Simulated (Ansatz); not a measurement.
Input of the run:

```
crystal:
  lattice:
    - [5.1247298729, 0.0, 0.0]
    - [-2.5623649364, 4.3349738792, 0.0]
    - [0.0, 0.0, 5.875732274]
  atoms:
    - { symbol: Ca, position: [0.3317847834, 0.6635695668, -0.0625] }
    - { symbol: Ca, position: [0.6682152166, 0.3364304332, 0.4375] }
    - { symbol: Se, position: [0.3311417881, 0.6622835762, 0.4375] }
    - { symbol: Se, position: [0.6688582119, 0.3377164238, 0.9375] }
kpoints:
  mp_grid: { grid: [6, 6, 4] }
  band_path:
    path:
      - [0.0, 0.0, 0.0]
      - [0.5, 0.0, 0.0]
      - [0.3333333333, 0.3333333333, 0.0]
      - [0.0, 0.0, 0.5]
      - [0.5, 0.0, 0.5]
      - [0.3333333333, 0.3333333333, 0.5]
      - [0.322917, 0.338542, 0.0]
    npoints: 1
hamiltonian:
  xc: r2scan
scf:
  occupations: { method: fixed }
  n_extra_bands: 5
output:
  forces: true
  stress: true
  eigenvalues: true
```

Command:
```bash
ansatz run input.yaml --threads 4 --pin off --max-ram 3686MiB --backend cpu --events-out ev --progress --plain --runs-dir out
```

What will the density of states look like?

There is a gap; over the k points computed it is 2.95 eV. The upper group of valence states starts about 2.6 eV under the valence-band top, with a gap beneath it; it holds about 12 electrons a cell.

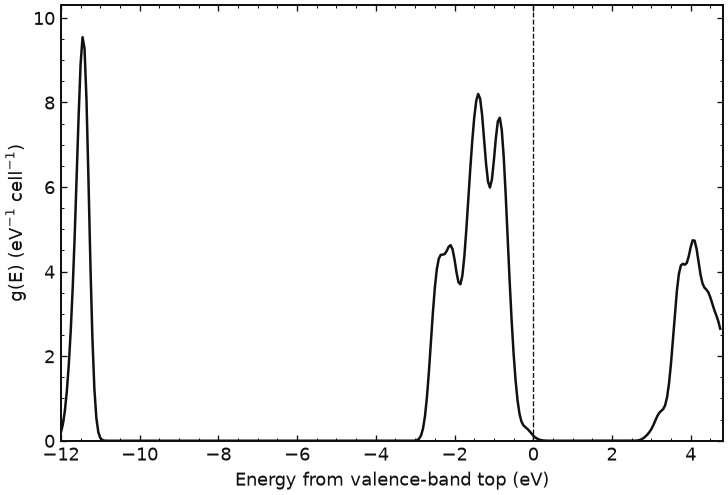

Density of states. Energies are counted from the top of the valence band. The curve is built from the levels of the k mesh with Gaussians 0.3 eV wide, which also blur the band edges.
